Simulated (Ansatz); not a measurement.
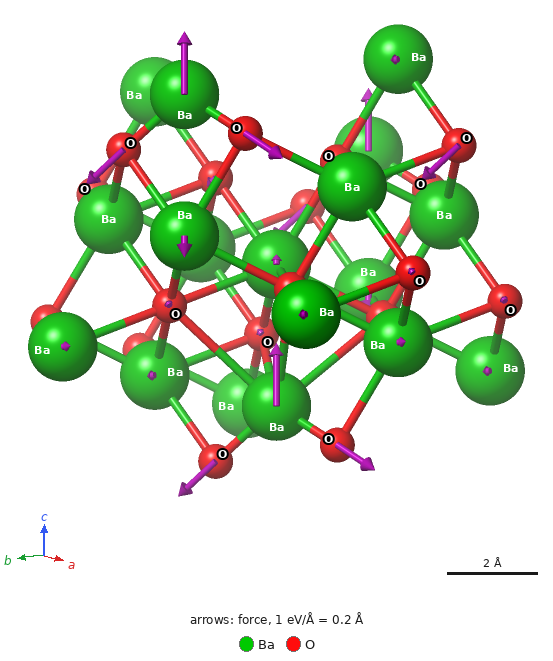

Starting geometry of a defect cell of composition Ba7O8 (started half-way along a vacancy jump, in the symmetry of that start) with the computed forces as purple arrows. The picture is a ball-and-stick view of the atoms within 5.8 Å of the atom that moves most (axes of the conventional cell (4 times the calculation's cell)), seen from a free direction. Lengths and directions refer to the drawn axes.

Theory: DFT PBEsol, scalar-relativistic, plane waves, PAW (Ansatz 0.2.0).

Input file:
```yaml
crystal:
  lattice:
    - [3.7464450816, -6.489033229, 0.0]
    - [7.4928901631, 0.0, 0.0]
    - [1.8732225408, -3.2445166145, 6.5381572886]
  atoms:
    - { symbol: Ba, position: [0.2916666667, 0.1666666667, 0.25] }
    - { symbol: Ba, position: [0.0416666667, 0.6666666667, 0.25] }
    - { symbol: Ba, position: [0.5416666667, 0.6666666667, 0.25] }
    - { symbol: Ba, position: [0.9583333333, 0.3333333333, 0.75] }
    - { symbol: Ba, position: [0.4583333333, 0.3333333333, 0.75] }
    - { symbol: Ba, position: [0.9583333333, 0.8333333333, 0.75] }
    - { symbol: Ba, position: [0.4583333333, 0.8333333333, 0.75] }
    - { symbol: O, position: [0.75, 0.0, 0.5] }
    - { symbol: O, position: [0.25, 0.0, 0.5] }
    - { symbol: O, position: [0.75, 0.5, 0.5] }
    - { symbol: O, position: [0.25, 0.5, 0.5] }
    - { symbol: O, position: [0.0, 0.0, 0.0] }
    - { symbol: O, position: [0.5, 0.0, 0.0] }
    - { symbol: O, position: [0.0, 0.5, 0.0] }
    - { symbol: O, position: [0.5, 0.5, 0.0] }
basis:
  ecutwfc: 420
kpoints:
  mp_grid: { grid: [4, 4, 4] }
hamiltonian:
  xc: pbesol
scf:
  occupations: { method: gaussian, width: 0.05 }
output:
  forces: true
  stress: true
  eigenvalues: true
relax:
  adjacent_minimum: "off"
  f_tol: 0.02
  max_steps: 60
  escape_saddle: false
```

Run as
```bash
ansatz run input.yaml --threads 4 --pin off --max-ram 9216MiB --backend cpu --events-out ev --progress --plain --runs-dir out
```

What follows when this structure is relaxed?

Answer. It isn't relaxed: the largest force vector, on Ba1, is 7.25 eV/Å. The final displacements follow the starting forces only in part (cosine between the two patterns 0.64). The largest move is that of Ba2, 0.53 Å along +c. Largest moves by element: Ba 0.53 Å, O 0.30 Å. The cell doesn't change. Among the contacts that change: Ba1–Ba3 3.245 → 3.931 Å, Ba1–O13 1.960 → 2.482 Å, Ba4–O9 2.711 → 3.095 Å, Ba1–O10 3.295 → 2.929 Å. Bond angles that change, for instance: O9–Ba1–O13 113.0° → 82.1°, O8–Ba2–O12 74.2° → 100.8°, Ba2–O12–Ba4 180.0° → 156.3°. The energy falls by 3.502 eV per cell of the calculation in 6 geometry steps. Largest force component: 6.3 eV/Å at the start, 0.01 eV/Å at the end.

Limits of the set-up: the periodic images lie only 7.5 Å apart, so the values are limited by the cell's size.
